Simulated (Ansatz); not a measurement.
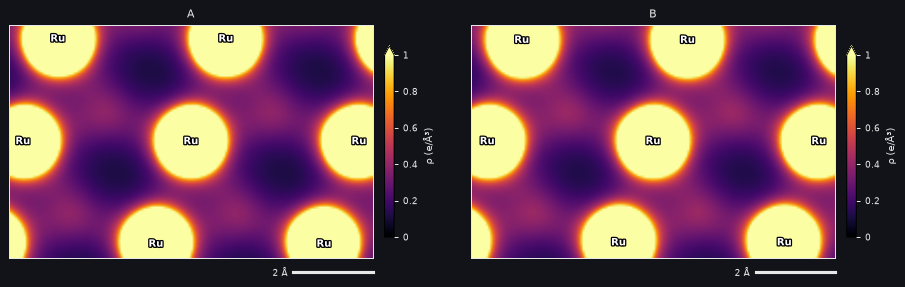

Ru. The valence electron density of two cells that differ in size, on the (001) plane of each (indices in the axes of the calculation cell), at one length scale and on one colour scale; one has 14.2 and the other 14.8 Å³ an atom.

Level of theory: DFT, PBE, plane waves (420 eV) with PAW, scalar-relativistic in Ansatz 0.2.0.

The density is the valence pseudo-density of a PAW calculation; it isn't the true density close to the nuclei.

The larger cell:

```yaml
crystal:
  lattice:
    - [-3.03695, 2.62471, 1.33261]
    - [2.62471, -3.03695, 1.33261]
    - [2.28155, 2.28155, -2.08764]
  atoms:
    - { symbol: Ru, position: [0.98079, 0.01921, 0.00000] }
    - { symbol: Ru, position: [0.76921, 0.23079, 0.50000] }
```

The smaller cell: a = 4.172 Å, b = 4.172 Å, c = 3.791 Å, α = 103.24°, β = 103.24°, γ = 142.37°.

**Which panel shows the smaller cell, and what does the compression change?**

Panel B is the smaller cell, by 4 % in volume. From the larger cell to the smaller, Ru–Ru goes from 2.73 to 2.69 Å, and the density at its midpoint from 0.37 to 0.39 e/Å³.
